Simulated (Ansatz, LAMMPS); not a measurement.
# Squeezing and shearing glassy 84SiO2-16BaO (mol %) (71 atoms)

How stiff is glassy 84SiO2-16BaO (mol %) (71 atoms), and how do its levels respond to strain?

Method: Kohn-Sham DFT, PBE, PAW (set soft_1), plane waves, in Ansatz 0.2.0.

## Step 1: Starting point

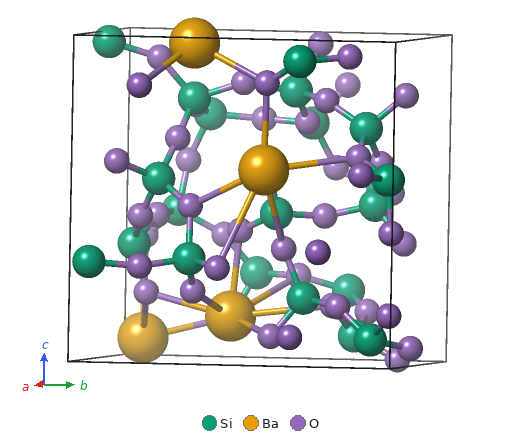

The starting structure, seen slightly off an axis (silicon teal, barium orange, oxygen purple). Bonds to atoms that aren't drawn are left out.

The cell holds 71 atoms: 21 Si, 4 Ba and 46 O. Cell: a = 9.980 Å, b = 9.980 Å, c = 9.980 Å, α = 90.0°, β = 90.0°, γ = 90.0°. 71 atoms (21 Si, 4 Ba, 46 O) placed at random at 2.83 g/cm³, melted at 4000 K for 10 ps at fixed volume with the Morse and Coulomb pair potential with partial charges (Pedone, Malavasi, Menziani, Cormack and Segre, J. Phys. Chem. B 110, 11780 (2006)). Quenched from 4000 K to 300 K at 200 K/ps and fixed volume, held 10 ps at zero pressure, then minimised at fixed cell.

What the set-up can't give: The quench rate of 200 K/ps is many orders above laboratory rates, so the cell is likely richer in defects and strain than a real sample. The network of bonds at the start is that of the classical potential that made the cell, and needn't be the one that DFT or experiment would give. The Brillouin zone is sampled at Γ only. The levels lack spin–orbit coupling, which is large for the heavy elements here.

## Step 2: Single point at the start

A single point comes first, to see the forces before anything moves.

File input.yaml:

```yaml
crystal:
  lattice:
    - [9.98014, 0.0, 0.0]
    - [0.0, 9.98014, 0.0]
    - [0.0, 0.0, 9.98014]
  atoms:
    - { symbol: Si, position: [0.76808, 0.94446, 0.57117] }
    - { symbol: Si, position: [0.09442, 0.58974, 0.72346] }
    - { symbol: Si, position: [0.32904, 0.82882, 0.48212] }
    - { symbol: Si, position: [0.5966, 0.20099, 0.55639] }
    - { symbol: Si, position: [0.86522, 0.03595, 0.30422] }
    - { symbol: Si, position: [0.88903, 0.68418, 0.93162] }
    - { symbol: Si, position: [0.38367, 0.09126, 0.35058] }
    - { symbol: Si, position: [0.53229, 0.83193, 0.72195] }
    - { symbol: Si, position: [0.741, 0.89268, 0.08042] }
    - { symbol: Si, position: [0.3988, 0.27298, 0.79978] }
    - { symbol: Si, position: [0.07602, 0.2673, 0.74442] }
    - { symbol: Si, position: [0.02748, 0.7975, 0.50969] }
    - { symbol: Si, position: [0.48198, 0.01967, 0.9688] }
    - { symbol: Si, position: [0.31815, 0.76925, 0.08057] }
    - { symbol: Si, position: [0.38526, 0.58679, 0.82765] }
    - { symbol: Si, position: [0.44119, 0.54198, 0.45299] }
    - { symbol: Si, position: [0.04426, 0.70037, 0.21269] }
    - { symbol: Si, position: [0.58312, 0.65446, 0.19945] }
    - { symbol: Si, position: [0.10164, 0.17767, 0.45037] }
    - { symbol: Si, position: [0.72462, 0.32217, 0.31631] }
    - { symbol: Si, position: [0.01112, 0.40861, 0.25906] }
    - { symbol: Ba, position: [0.7573, 0.33279, 0.97711] }
    - { symbol: Ba, position: [0.76272, 0.55594, 0.5939] }
    - { symbol: Ba, position: [0.36102, 0.39117, 0.13374] }
    - { symbol: Ba, position: [0.1183, 0.07773, 0.05557] }
    - { symbol: O, position: [0.17211, 0.78244, 0.15233] }
    - { symbol: O, position: [0.3753, 0.92771, 0.36708] }
    - { symbol: O, position: [0.06451, 0.3145, 0.37553] }
    - { symbol: O, position: [0.49481, 0.70028, 0.80347] }
    - { symbol: O, position: [0.8632, 0.96964, 0.15788] }
    - { symbol: O, position: [0.68448, 0.7792, 0.17831] }
    - { symbol: O, position: [0.81295, 0.56984, 0.86138] }
    - { symbol: O, position: [0.94383, 0.67686, 0.08777] }
    - { symbol: O, position: [0.77287, 0.95702, 0.40815] }
    - { symbol: O, position: [0.25221, 0.13806, 0.43652] }
    - { symbol: O, position: [0.70899, 0.08956, 0.60998] }
    - { symbol: O, position: [0.08458, 0.55167, 0.25555] }
    - { symbol: O, position: [0.25311, 0.60058, 0.73103] }
    - { symbol: O, position: [0.05366, 0.1976, 0.60036] }
    - { symbol: O, position: [0.41842, 0.85806, 0.61209] }
    - { symbol: O, position: [0.80136, 0.82333, 0.94677] }
    - { symbol: O, position: [0.61843, 0.99575, 0.05336] }
    - { symbol: O, position: [0.49964, 0.53022, 0.59636] }
    - { symbol: O, position: [0.37284, 0.41803, 0.39663] }
    - { symbol: O, position: [0.61305, 0.31564, 0.21481] }
    - { symbol: O, position: [0.03476, 0.33625, 0.12337] }
    - { symbol: O, position: [0.68376, 0.31538, 0.47693] }
    - { symbol: O, position: [0.50128, 0.24154, 0.67939] }
    - { symbol: O, position: [0.34685, 0.67509, 0.44646] }
    - { symbol: O, position: [0.80791, 0.18264, 0.29266] }
    - { symbol: O, position: [0.99281, 0.7694, 0.35115] }
    - { symbol: O, position: [0.84781, 0.43123, 0.29254] }
    - { symbol: O, position: [0.43377, 0.71917, 0.17501] }
    - { symbol: O, position: [0.98389, 0.20355, 0.85057] }
    - { symbol: O, position: [0.05776, 0.4317, 0.73248] }
    - { symbol: O, position: [0.4397, 0.16954, 0.92344] }
    - { symbol: O, position: [0.36225, 0.91185, 0.01229] }
    - { symbol: O, position: [0.41059, 0.4277, 0.8512] }
    - { symbol: O, position: [0.02935, 0.65218, 0.58683] }
    - { symbol: O, position: [0.01253, 0.06235, 0.36682] }
    - { symbol: O, position: [0.31246, 0.64709, 0.9715] }
    - { symbol: O, position: [0.52826, 0.95312, 0.82494] }
    - { symbol: O, position: [0.35662, 0.12705, 0.20177] }
    - { symbol: O, position: [0.51274, 0.13155, 0.43896] }
    - { symbol: O, position: [0.91769, 0.88555, 0.58824] }
    - { symbol: O, position: [0.02777, 0.68371, 0.84041] }
    - { symbol: O, position: [0.67104, 0.83349, 0.63654] }
    - { symbol: O, position: [0.1738, 0.85283, 0.51686] }
    - { symbol: O, position: [0.57355, 0.58924, 0.34871] }
    - { symbol: O, position: [0.6044, 0.55824, 0.08109] }
    - { symbol: O, position: [0.23996, 0.24816, 0.77655] }
kpoints:
  mp_grid: { grid: [1, 1, 1] }
hamiltonian:
  xc: pbe
  pseudopotentials: { kind: paw, azcp: { folder: soft_1 } }
scf:
  occupations: { method: fixed }
output:
  forces: true
```

Run with:

```console
ansatz run input.yaml --threads 4 --pin off --max-ram 8192MiB --backend cpu --events-out ev --progress --plain --runs-dir out
```

Numbers of over 12 decimals in the logs are rounded to 6 here.

The program printed:

```text
Engine: ansatz 0.2.0, x86_64-unknown-linux-gnu
Pseudopotentials: kind: paw
Pseudopotential: Si, paw, valence charge 4, recommended cutoff 420 eV (normal), soft_1/Si.paw.azcp
Pseudopotential: Ba, paw, valence charge 10, recommended cutoff 420 eV (normal), soft_1/Ba.paw.azcp
Pseudopotential: O, paw, valence charge 6, recommended cutoff 420 eV (normal), soft_1/O.paw.azcp
[... 5 lines on functional and potentials left out ...]
Crystal: 71 atoms, lattice volume = 994.054 Å³
Basis set: ecut = 420 eV, 19549 PW (Γ), exchange–correlation on 144×144×144 points (8 copies of the dense FFT grid, shifted against one another)
Bands: 271, of which v1, the nominal top of the filled ones, is band 200 counted from 1 (199 counted from 0)
Symmetry: 1 space group operations
Space group: P1 (ITA 1), of the structure as read, at distance tolerance 1.0e-4 Å
k-points: 1
[... 7 lines on functional and potentials left out ...]
Initial density: superposition of atomic densities (chi_scale 0.1, normalization cell, long waves kept (reshape's long-wave potential 0.83 eV rms))
Initial wavefunctions: pseudopotential atomic-orbital guess
Functional: x = pbe(κ = 0.804, μ = 0.219515), c = pbe(β = 0.066725)
SCF iter   1: F=—  HF=-63370.648304 eV  |F-HF|=—  |Δ(HF+E_count)|=         —  Δρ=1.06e-1  dr2=1.32e2  ethr=3.10e-3  ⟨swp⟩=7.0  Hψ=895  notcnv=0  defer=69
preconditioner: auto → Resta (q_TF=auto, 2.344 Å⁻¹)  ε∞=3.2  [insulator: Δε(μ)=2.053 eV  Ē_g=15.878 eV  n_scr=202 (ndim 8)  ℏωp=23.3 eV  f_vac=0.040  ε∞_Penn≈3.2]
SCF iter   2: F=—  HF=-63335.120288 eV  |F-HF|=—  |Δ(HF+E_count)|=    3.55e1  Δρ=4.13e-2  dr2=2.12e1  ethr=3.10e-3  ⟨swp⟩=4.0  Hψ=629  notcnv=0  defer=69
SCF iter   3: F=—  HF=-63330.109860 eV  |F-HF|=—  |Δ(HF+E_count)|=    5.01e0  Δρ=1.78e-2  dr2=5.57e0  ethr=3.10e-3  ⟨swp⟩=3.0  Hψ=433  notcnv=0  defer=57
automatic band count: iteration 3 solves 259 bands in place of 271: the levels show a gap, and the empty bands left out lie too high to hold charge; the band table lists the bands solved (type scf.n_extra_bands for more)
SCF iter   4: F=—  HF=-63328.800190 eV  |F-HF|=—  |Δ(HF+E_count)|=    1.31e0  Δρ=8.25e-3  dr2=5.58e-1  ethr=1.39e-3  ⟨swp⟩=5.0  Hψ=656  notcnv=0  defer=57
SCF iter   5: F=—  HF=-63328.742513 eV  |F-HF|=—  |Δ(HF+E_count)|=   5.77e-2  Δρ=2.87e-3  dr2=8.54e-2  ethr=1.40e-4  ⟨swp⟩=3.0  Hψ=428  notcnv=0  defer=57
SCF iter   6: F=—  HF=-63328.765784 eV  |F-HF|=—  |Δ(HF+E_count)|=   2.33e-2  Δρ=7.84e-4  dr2=7.75e-3  ethr=2.14e-5  ⟨swp⟩=4.0  Hψ=368  notcnv=0  defer=57
SCF iter   7: F=—  HF=-63328.770890 eV  |F-HF|=—  |Δ(HF+E_count)|=   5.11e-3  Δρ=5.28e-4  dr2=2.23e-3  ethr=1.94e-6  ⟨swp⟩=3.0  Hψ=374  notcnv=0  defer=57
SCF iter   8: F=—  HF=-63328.770908 eV  |F-HF|=—  |Δ(HF+E_count)|=   1.85e-5  Δρ=1.03e-4  dr2=1.26e-4  ethr=5.59e-7  ⟨swp⟩=2.0  Hψ=368  notcnv=0  defer=57
SCF iter   9: F=—  HF=-63328.771032 eV  |F-HF|=—  |Δ(HF+E_count)|=   1.23e-4  Δρ=7.80e-5  dr2=4.88e-5  ethr=3.14e-8  ⟨swp⟩=2.0  Hψ=395  notcnv=0  defer=57
SCF iter  10: F=—  HF=-63328.772047 eV  |F-HF|=—  |Δ(HF+E_count)|=   1.02e-3  Δρ=1.66e-5  dr2=3.10e-6  ethr=1.22e-8  ⟨swp⟩=2.0  Hψ=429  notcnv=0  defer=57
SCF iter  11: F=—  HF=-63328.772048 eV  |F-HF|=—  |Δ(HF+E_count)|=   1.57e-6  Δρ=7.92e-6  dr2=5.73e-7  ethr=7.76e-10  ⟨swp⟩=2.0  Hψ=366  notcnv=0  defer=57
SCF iter  12: F=—  HF=-63328.772049 eV  |F-HF|=—  |Δ(HF+E_count)|=   1.20e-7  Δρ=3.65e-6  dr2=1.11e-7  ethr=1.43e-10  ⟨swp⟩=2.0  Hψ=403  notcnv=0  defer=57
SCF iter  13: F=-63328.772049 eV  HF=-63328.772049 eV  |F-HF|=2.00e-9  |Δ(HF+E_count)|=   2.13e-9  Δρ=1.30e-6  dr2=1.37e-8  ethr=2.50e-11  ⟨swp⟩=5.0  Hψ=825  notcnv=0
SCF 1 converged in 13 iterations: F = -63328.772049 eV  dr2 = 1.37e-8
  greatest PAW one-centre occupation: 0.955 electrons in one spin orbital (limit 2), on the Ba atom at site 23 (counted from 0), in its partial waves of l = 0
SCF converged after 13 iterations
Free energy (F): -63328.772049 eV
Harris-Foulkes:  -63328.772049 eV  (|F-HF|=2.00e-9)
Internal energy: -63328.772049 eV  (E = F + TS)
E sigma→0 (E₀):  -63328.772049 eV
Fermi energy:    5.382677 eV
--- Per-component energies (eV) ---
  E_band       = -1530.201821
  E_kinetic    = 9500.406735
  E_local      = -25439.144842  (includes V_loc(G=0)·N_el)
  E_nonlocal   = 3250.809956
  E_hartree    = 9594.877594
  E_xc         = -5312.004398
  E_vxc        = -5771.162343  (∫ρ·V_xc dr)
  E_paw        = -39062.301097  (= ΣΔE_a)
  E_vpaw       = -2260.897569  (= ΣTr[D̂ρ^β])
  E_aug_tail   = 0.037732  (compensation charges beyond the density's cutoff)
  E_ewald      = -15861.453729
  E_smearing   = -0.000000  (= −TS)
  E_closure    = 0.000000  (closes the sum)
  Σ components = -63328.772049   (vs F -63328.772049, Δ=0.00e0)
--- Forces (eV/Å), atoms counted from 1 ---
  atom   1  Si    -0.23544002     0.85421349    -1.88325773
  atom   2  Si    -0.16704479     0.13085778     1.06892986
  atom   3  Si     0.83854906    -1.13898741     0.13293883
  atom   4  Si     0.33142627    -1.13425769    -1.66904047
  atom   5  Si    -0.51632080     1.47607555     2.09607797
  atom   6  Si     1.41908396     0.51530249     0.84731149
  atom   7  Si    -0.84016306    -0.93225694     1.48146385
  atom   8  Si    -1.67394679     0.56603280    -0.72770948
  atom   9  Si    -0.87803028    -1.79908147     0.35094504
  atom  10  Si    -1.23851399    -0.11212076    -0.96956475
  atom  11  Si     1.42131117     1.22335212    -0.84382121
  atom  12  Si     0.32273253    -0.94583280    -0.65174615
  atom  13  Si     0.28507115    -2.84134976    -0.83228419
  atom  14  Si     1.27758474    -1.31446608    -0.49480391
[...]
atom  70  O      0.32434513    -2.55733847    -1.99380333
  atom  71  O      0.51105015    -0.47756697     0.28511977
  max |Σ_I F_I| component: 1.67e-5 eV/Å
```

Elapsed: 6.5 s, on 4 threads of Intel Xeon Platinum 8375C at 2.90GHz (Ice Lake), shared host; peak memory 1.2 GiB.

The r.m.s. force at the start is 1.1 eV/Å.

(Part 1 of 3 ends here.)

[Logs are printed without paths, hosts, clocks, repeated set-up lines and the standing remarks that a program may print on its own settings, such as how far it seeks lower states.]

[Hosts, paths, dates, database ids (printed as entryN), source tags and the programs' standing remarks are cut or masked in the printed files.]
